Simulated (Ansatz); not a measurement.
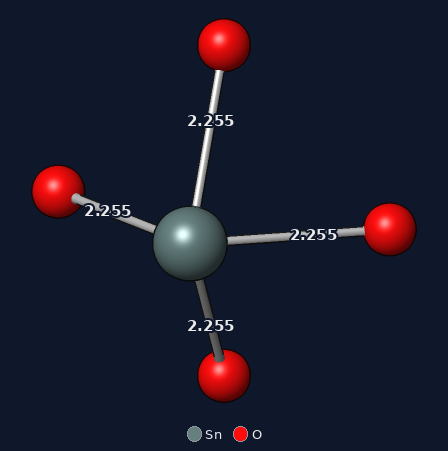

The surroundings of site Sn1 (at 0.000, 0.500, 0.728) in SnO (P4/nmm), with bond lengths in Å.

Origin of the cell: coordinates from a relaxation with DFT PBE, scalar-relativistic, plane waves, PAW in Ansatz 0.2.0.

```
CELL_PARAMETERS angstrom
3.86786 0.00000 0.00000
0.00000 3.86786 0.00000
0.00000 0.00000 5.08540
ATOMIC_POSITIONS crystal
Sn 0.00000 0.50000 0.72804
Sn 0.50000 0.00000 0.27196
O 0.50000 0.50000 0.50000
O 0.00000 0.00000 0.50000
```

Bond valence s = exp((R0 − d)/b), R0 fitted to published crystal structures with b = 0.37 Å, summed over all anions within 5 Å; R0 in Å: Sn2+–O 1.962; Sn4+–O 1.887.

> Which oxidation state of Sn do these bonds support?

With the Sn2+ parameters the computed sum is 4 × 0.453 = 1.81. With the Sn4+ parameters the computed sum is 4 × 0.370 = 1.48. The sum matches its own assumption best for Sn2+, which also balances the formula's charge.

> And over the whole structure?

| site | x, y, z | formal valence | bond-valence sum | difference |
| --- | --- | --- | --- | --- |
| Sn1 | 0.000, 0.500, 0.728 | +2 | 1.83 | -0.17 |
| O1 | 0.500, 0.500, 0.500 | −2 | 1.83 | -0.17 |

These sums include all anions within 5 Å. The global instability index (root mean square of the differences over all atoms) is 0.17 v.u.: moderate strain, common in real structures. Cells relaxed with PBE tend to have slightly long bonds, which lowers the sums.
